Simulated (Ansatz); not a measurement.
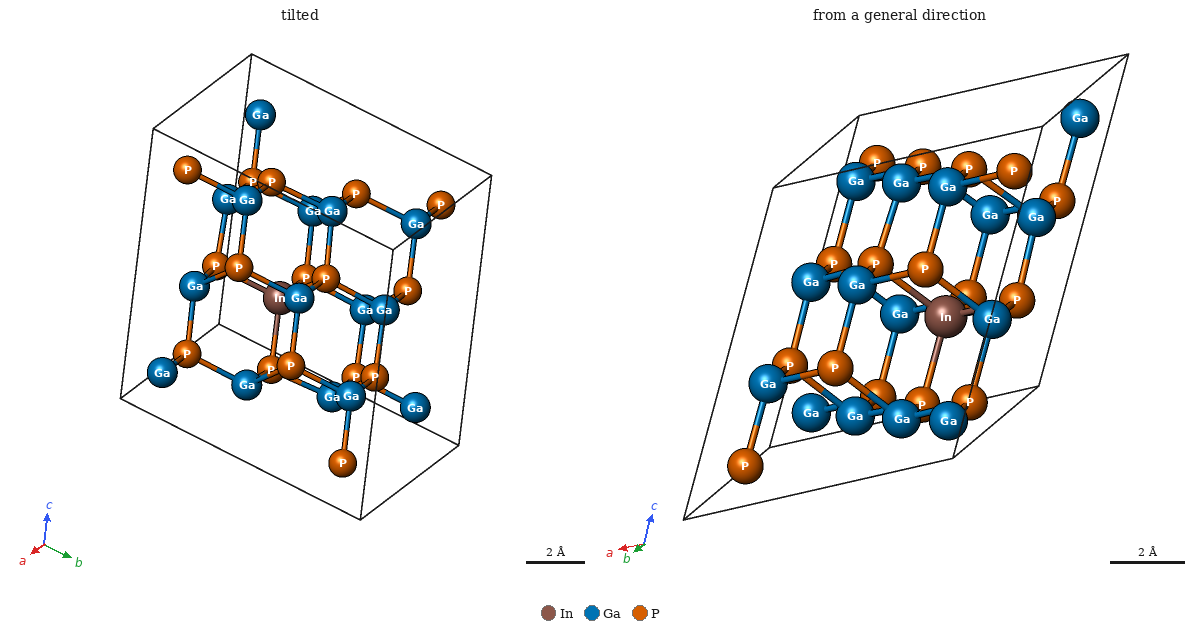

A ball-and-stick rendering, viewed slightly off an axis and from a general direction. One supercell is framed, with atoms on its boundary repeated. The host is GaP, in a cell of 32 sites, and the cell is neutral.

**Name the defect and give its surroundings.**

Indium on a gallium site (a substitutional impurity). It is bonded to four P in a tetrahedral arrangement at about 2.5 Å.

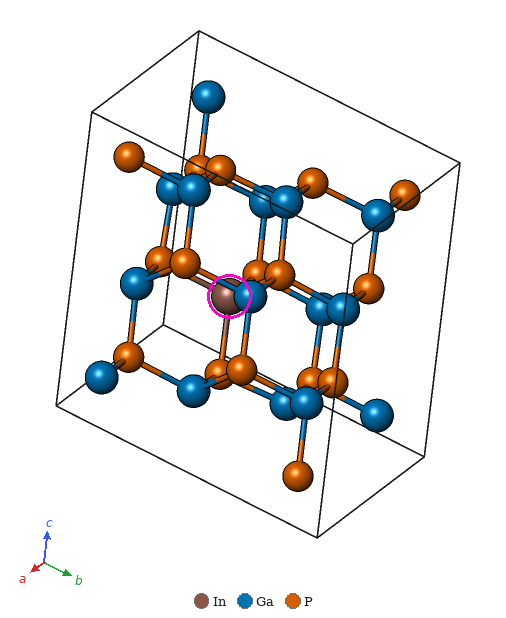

The same cell with a ring at the defect's site.

The atoms were relaxed in the host's cell with DFT PBEsol, scalar-relativistic, plane waves, PAW (Ansatz).
